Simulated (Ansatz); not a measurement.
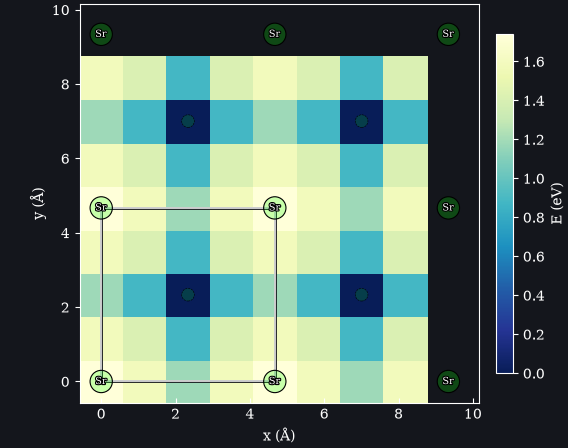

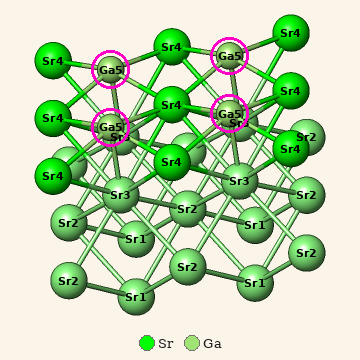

Energy landscape of Ga on a Sr(100) slab cut from the Im-3m phase (4 atoms of substrate and one adsorbate in a 1 × 1 cell). One Ga atom a 1 × 1 cell is placed over a mesh of places on the rigid (1 0 0) surface, and only its height is relaxed. Places are given modulo a cell vector. The map is drawn in real space over the plane of the surface. The grid has 4 × 4 points. Energies are in eV, from the lowest grid point. The relaxed height changes by up to 1.0 Å between neighbouring points. With one adsorbate in each 1 × 1 cell, its nearest image is 4.7 Å away, so neighbouring adsorbates interact. These are results of DFT PBEsol, scalar-relativistic, plane waves, PAW (Ansatz), not measurements.

The picture shows one coloured cell a grid point, labelled circles for the atoms of the top layer and small ones for the second layer, the outline of one cell of the 2 × 2 shown. The second picture is the structure at the lowest point; rings mark the moved atoms.

**Describe this landscape.**

The lowest grid point is at a fourfold hollow over a second-layer Sr atom, (2/4, 2/4) of the cell vectors. The highest grid point, the top site over a surface Sr atom, (0/4, 0/4) of the cell vectors, lies 1.74 eV above the lowest. At the lowest point the adsorbate has 1 Sr at 3.02 Å as nearest neighbours, at the highest 1 Sr at 3.20 Å. Its relaxed height above the top atom is 0.58 Å at the lowest and 3.20 Å at the highest point.
